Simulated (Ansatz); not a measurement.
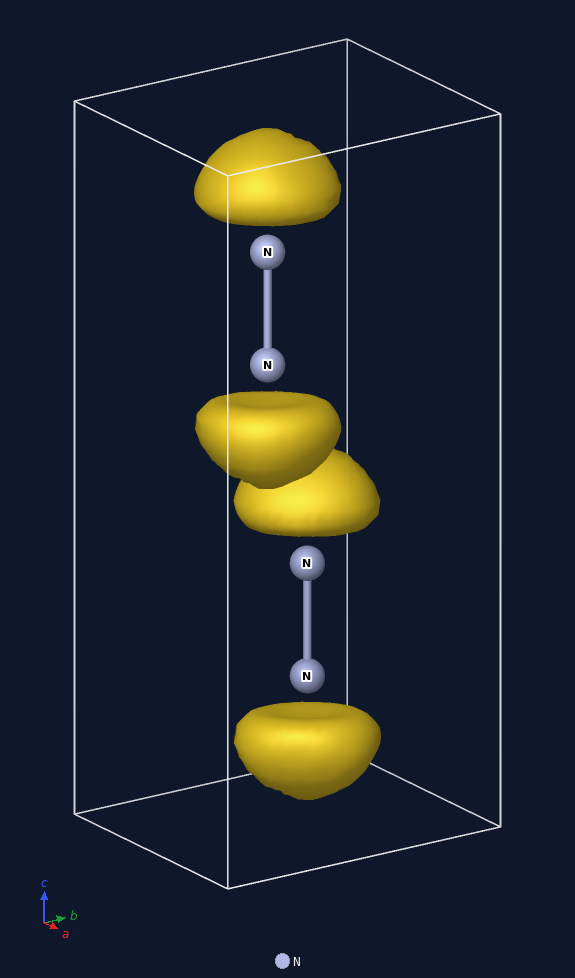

N. Isosurface of the ELF at 0.9 (yellow), seen slightly off an axis. Core shells and regions of very low density are left out. Sticks mark near contacts.

Space group P6₃/mmc; a structure from a database of computed crystals, not necessarily the ambient phase; not relaxed (largest force 0.5 eV/Å).

These are results of Kohn-Sham DFT of a periodic cell, PBE, Ansatz PAW (Ansatz 0.2.0), not measurements.

Core electrons are frozen (PAW), and the valence fields are smoothed inside the atomic spheres.

```cif
data_structure
_symmetry_space_group_name_H-M 'P 1'
_symmetry_Int_Tables_number 1
_cell_length_a 4.1393
_cell_length_b 4.1393
_cell_length_c 6.9590
_cell_angle_alpha 90.000
_cell_angle_beta 90.000
_cell_angle_gamma 120.000
_cell_volume 103.26
loop_
_atom_site_label
_atom_site_type_symbol
_atom_site_fract_x
_atom_site_fract_y
_atom_site_fract_z
_atom_site_occupancy
N1 N 0.66667 0.33333 0.67107 1
N2 N 0.66667 0.33333 0.82893 1
N3 N 0.33333 0.66667 0.17107 1
N4 N 0.33333 0.66667 0.32893 1
```

Where are the electrons localised?

Answer. At this value the surface marks out four lobes on N, pointing away from the bonds (lone pairs), counted in one cell of 4 atoms. Any copies at cell faces, edges or corners count once.

Values along the shortest contacts:
N–N (1.10 Å): the ELF peaks at about 0.85 between the atoms (inside overlapping PAW spheres, so only a guide): a multiple bond.

Metal or insulator at this level of theory?

Answer. It is gapped, with a Kohn–Sham gap of 7.1 eV on the k-point mesh (the band edges may lie off the mesh, which would make the gap smaller).
